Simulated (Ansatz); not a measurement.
```cif
data_structure
_symmetry_space_group_name_H-M 'P 1'
_symmetry_Int_Tables_number 1
_cell_length_a 3.8108
_cell_length_b 3.8108
_cell_length_c 3.8108
_cell_angle_alpha 90.000
_cell_angle_beta 90.000
_cell_angle_gamma 90.000
_cell_volume 55.34
loop_
_atom_site_label
_atom_site_type_symbol
_atom_site_fract_x
_atom_site_fract_y
_atom_site_fract_z
_atom_site_occupancy
Ir1 Ir 0.00000 0.00000 0.00000 1
Ir2 Ir 0.50000 0.50000 0.00000 1
Ir3 Ir 0.50000 0.00000 0.50000 1
Ir4 Ir 0.00000 0.50000 0.50000 1
```

Space group Fm-3m; computed without spin polarisation.

These are results of DFT LDA, scalar-relativistic, plane waves, PAW (Ansatz 0.2.0), not measurements.

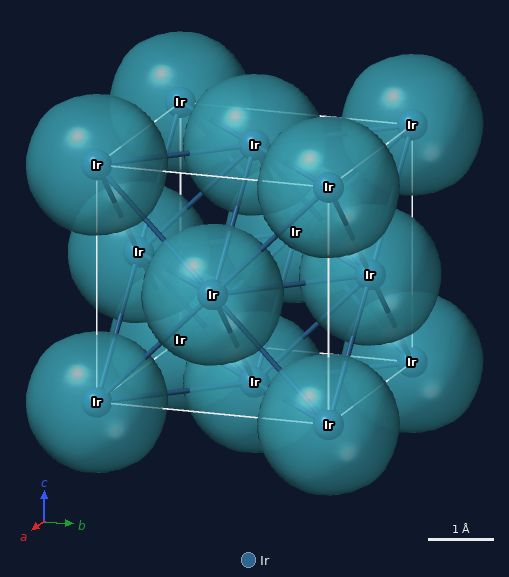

Ir. Isosurface of the valence pseudo-density at 0.6 e/Å³ (cyan), seen slightly off an axis. Sticks mark near contacts.

Core electrons are frozen (PAW), and the valence fields are smoothed inside the atomic spheres.

Q: What does this surface tell about the bonding?

A: At this value the density breaks into separate islands; it holds about 80 % of the electrons treated as valence (semicore included). It bridges none of the near contacts. It is pinched off along the shortest Ir–Ir (2.69 Å) contacts. On the grid the lowest density along these lines, outside the cores, is 0.46 e/Å³ (Ir–Ir, 2.69 Å).

Q: Does the calculation make it a metal, or give it a gap?

A: It is metallic or semimetallic at this level of theory: no gap opens.
